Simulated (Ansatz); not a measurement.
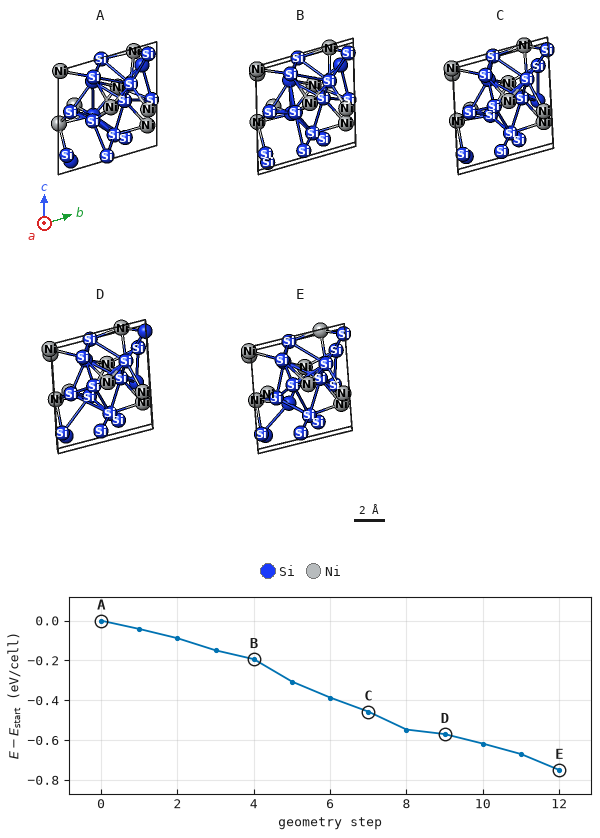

Frames of a relaxation of solid Si2Ni (a generated structure, set up in P1) (coarse preliminary run), marked on the history of the run. The picture is a ball-and-stick view of the cell of the calculation, reduced to other axes, seen along the a axis. Lengths and directions refer to the drawn axes.

Case: Ni and Si exchanged on 5 pairs of sites drawn at random in a supercell of the crystal, relaxed further on a centred mesh.

All numbers below come from Ansatz, DFT PBEsol, scalar-relativistic, plane waves, PAW.

Input file:
```yaml
crystal:
  lattice:
    - [5.2082384525, -0.2140427157, 5.0681228551]
    - [5.468395855, 5.4433189772, -0.4742001182]
    - [-0.4341048201, 5.403223679, 5.2881849596]
  atoms:
    - { symbol: Si, position: [0.9844513653, 0.1815087937, 0.1495248835] }
    - { symbol: Ni, position: [0.1445520946, 0.6289019388, 0.0852047061] }
    - { symbol: Ni, position: [0.6079633602, 0.0255326667, 0.231027054] }
    - { symbol: Ni, position: [0.5719591221, 0.77990686, 0.0940083685] }
    - { symbol: Si, position: [0.1115134965, 0.1598560195, 0.6404943578] }
    - { symbol: Si, position: [0.1555965458, 0.5796873189, 0.6495989137] }
    - { symbol: Si, position: [0.6280275527, 0.197355526, 0.6508936263] }
    - { symbol: Si, position: [0.6992183713, 0.5286695805, 0.6441223905] }
    - { symbol: Si, position: [0.3523578087, 0.3312082068, 0.2646079908] }
    - { symbol: Si, position: [0.4408872016, 0.7776611884, 0.4313676196] }
    - { symbol: Ni, position: [0.8900672202, 0.3229893421, 0.3940649785] }
    - { symbol: Si, position: [0.9250134694, 0.8337927106, 0.3190262931] }
    - { symbol: Si, position: [0.3707570426, 0.4291043895, 0.87403629] }
    - { symbol: Si, position: [0.3583467753, 0.8380538646, 0.9136003513] }
    - { symbol: Ni, position: [0.9462055688, 0.3791064806, 0.8360729352] }
    - { symbol: Si, position: [0.8420578332, 0.9040220945, 0.8728635768] }
    - { symbol: Si, position: [0.5532917068, 0.4744029552, 0.3264516184] }
    - { symbol: Si, position: [0.5091783355, 0.0078066281, 0.5630343653] }
    - { symbol: Ni, position: [0.0476731438, 0.5005909044, 0.4648702996] }
    - { symbol: Si, position: [0.0383377716, 0.9601194131, 0.5036001558] }
    - { symbol: Ni, position: [0.5600739779, 0.5098313107, 0.9928632666] }
    - { symbol: Si, position: [0.3563407954, 0.0922803388, 0.0846459023] }
    - { symbol: Si, position: [0.8992824368, 0.5426152227, 0.0504730781] }
    - { symbol: Ni, position: [0.9992737914, 0.0060888862, 0.9797313041] }
  symmetry: { detect: false }
basis:
  ecutwfc: 420
kpoints:
  mp_grid: { grid: [4, 3, 3] }
hamiltonian:
  xc: pbesol
scf:
  occupations: { method: gaussian, width: 0.1 }
  lower_state_search: "off"
output:
  forces: true
  stress: true
  eigenvalues: true
relax:
  adjacent_minimum: "off"
  f_tol: 0.04
  max_steps: 25
  cell: { stress_tol: 0.3 }
```

Run as
```bash
ansatz run input.yaml --threads 4 --pin off --max-ram 9216MiB --backend cpu --events-out ev --progress --plain --runs-dir out
```

**What happens along the run?**

The run was cut off at its time limit before the relaxation converged, so the last structure is only a point on the way. After 12 geometry steps the energy has fallen by 0.749 eV per cell of the calculation. The largest force component goes from 0.29 to 0.17 eV/Å. Pressure: 0.28 GPa at the start and 0.10 GPa at the end. Si6 moves most relative to the cell: 1.01 Å roughly along [−2 2 3]. By element the largest moves are Si 1.01 Å, Ni 0.57 Å. The drawn cell changes as follows: a 7.270 → 7.715 Å (+6.1 %), b 7.573 → 7.337 Å (−3.1 %), c 7.730 → 7.907 Å (+2.3 %), α 65.2° → 68.8°, β 63.7° → 58.2°, γ 64.9° → 61.5°; the volume changes by −0.1 %. Some distances before and after: Si6–Si18 4.184 → 2.914 Å, Ni19–Si23 3.582 → 2.343 Å, Si6–Si23 2.777 → 3.753 Å, Ni21–Si23 2.810 → 3.733 Å. New bonds form, among them: Ni19–Si23 (3.58 → 2.34 Å). Among the angles between lasting bonds that change: Ni11–Si1–Ni24 162.5° → 115.1°, Ni2–Si13–Si7 177.8° → 134.9°, Ni11–Si8–Ni21 144.1° → 105.8°. The space group stays P1 (No. 1). From step 0 to 4: Si6 moves most (0.44 Å), volume +0.3 %, energy −0.193 eV per cell of the calculation. From step 4 to 7: Si23 moves most (0.58 Å), volume +0.6 %, energy −0.263 eV per cell of the calculation. From step 7 to 9: Si13 moves most (0.18 Å), volume −0.7 %, energy −0.113 eV per cell of the calculation. From step 9 to 12: Si atoms move most (0.48 Å), volume −0.3 %, energy −0.180 eV per cell of the calculation.

| step | E − E(0), meV/atom | largest force component, eV/Å | pressure, GPa | volume, Å³/atom |
| --- | --- | --- | --- | --- |
| 0 | 0.00 | 0.2853 | 0.28 | 13.797 |
| 1 | -1.74 | 0.1923 | 0.19 | 13.796 |
| 2 | -3.67 | 0.1253 | -0.04 | 13.808 |
| 3 | -6.21 | 0.1488 | -0.23 | 13.847 |
| 4 | -8.05 | 0.3196 | -0.17 | 13.839 |
| 5 | -12.74 | 0.2474 | 0.49 | 13.770 |
| 6 | -16.08 | 0.3457 | -0.38 | 13.839 |
| 7 | -19.02 | 0.4332 | -0.74 | 13.918 |
| 8 | -22.77 | 0.2062 | 0.33 | 13.762 |
| 9 | -23.72 | 0.1726 | 0.07 | 13.819 |
| 10 | -25.71 | 0.3068 | -0.04 | 13.806 |
| 11 | -27.89 | 0.2325 | 0.01 | 13.792 |
| 12 | -31.22 | 0.1658 | 0.10 | 13.780 |

Limits of the set-up: an element that often carries a moment was run without spin polarisation.
